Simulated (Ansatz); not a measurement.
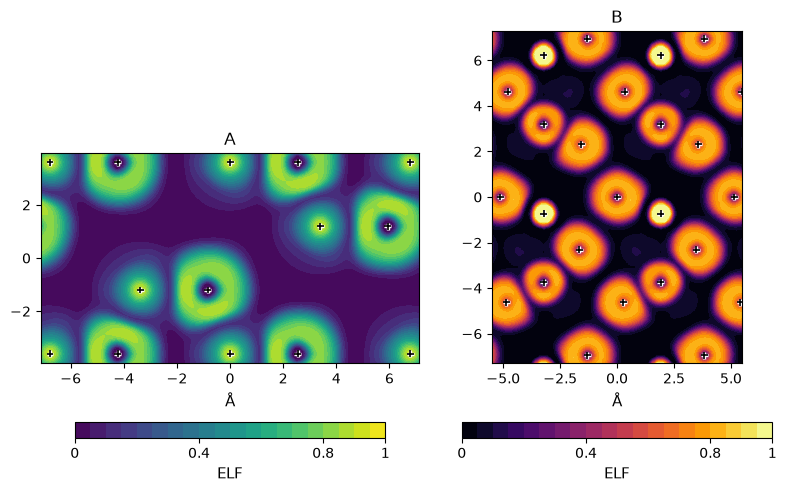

The electron localisation function of 2 systems, each on a plane through atoms (crosses mark nuclei in the plane).

The calculation used Ansatz, DFT, r2SCAN, plane waves, PAW.

System 1: CdS, the (110) plane of the conventional cell. Space group P6₃mc; started from the 4H polytype prototype, which need not be the ambient phase.

System 2: LiNbO3, the (100) plane of the conventional cell. Space group R3c; started from the LiNbO3 prototype, which need not be the ambient phase.

```yaml
crystal:
  lattice:
    - [-2.56870, 4.44912, 0.00000]
    - [5.13740, 0.00000, 0.00000]
    - [0.00000, 0.00000, -13.88466]
  atoms:
    - { symbol: Li, position: [0.33333, 0.66667, 0.88449] }
    - { symbol: Li, position: [0.66667, 0.33333, 0.55116] }
    - { symbol: Li, position: [0.00000, 0.00000, 0.21783] }
    - { symbol: Li, position: [0.00000, 0.00000, 0.71783] }
    - { symbol: Li, position: [0.33333, 0.66667, 0.38449] }
    - { symbol: Li, position: [0.66667, 0.33333, 0.05116] }
    - { symbol: Nb, position: [0.66667, 0.33333, 0.83316] }
    - { symbol: Nb, position: [0.00000, 0.00000, 0.49982] }
    - { symbol: Nb, position: [0.33333, 0.66667, 0.16649] }
    - { symbol: Nb, position: [0.00000, 0.00000, 0.99982] }
    - { symbol: Nb, position: [0.33333, 0.66667, 0.66649] }
    - { symbol: Nb, position: [0.66667, 0.33333, 0.33316] }
    - { symbol: O, position: [0.36786, 0.37811, 0.77012] }
    - { symbol: O, position: [0.70119, 0.04477, 0.43678] }
    - { symbol: O, position: [0.03453, 0.71144, 0.10345] }
    - { symbol: O, position: [0.01024, 0.63214, 0.77012] }
    - { symbol: O, position: [0.34358, 0.29881, 0.43678] }
    - { symbol: O, position: [0.67691, 0.96547, 0.10345] }
    - { symbol: O, position: [0.34358, 0.04477, 0.93678] }
    - { symbol: O, position: [0.67691, 0.71144, 0.60345] }
    - { symbol: O, position: [0.01024, 0.37811, 0.27012] }
    - { symbol: O, position: [0.62189, 0.98976, 0.77012] }
    - { symbol: O, position: [0.95523, 0.65642, 0.43678] }
    - { symbol: O, position: [0.28856, 0.32309, 0.10345] }
    - { symbol: O, position: [0.70119, 0.65642, 0.93678] }
    - { symbol: O, position: [0.03453, 0.32309, 0.60345] }
    - { symbol: O, position: [0.36786, 0.98976, 0.27012] }
    - { symbol: O, position: [0.95523, 0.29881, 0.93678] }
    - { symbol: O, position: [0.28856, 0.96547, 0.60345] }
    - { symbol: O, position: [0.62189, 0.63214, 0.27012] }
```

Match each panel to its system.

Answer. Panel A is system 1, CdS: the plane holds Cd and S. Cd–S (2.54 Å): the ELF peaks at about 0.90 in the valence shell of S, 0.8 Å from its nucleus, and is about 0.35 at the midpoint. Panel B is system 2, LiNbO3: the plane holds Li, Nb and O. Nb–O (1.88 Å): the ELF peaks at about 0.80 in the valence shell of O, 0.6 Å from its nucleus, and drops to about 0.30 between the two atoms; no shared electron pair shows on this line.
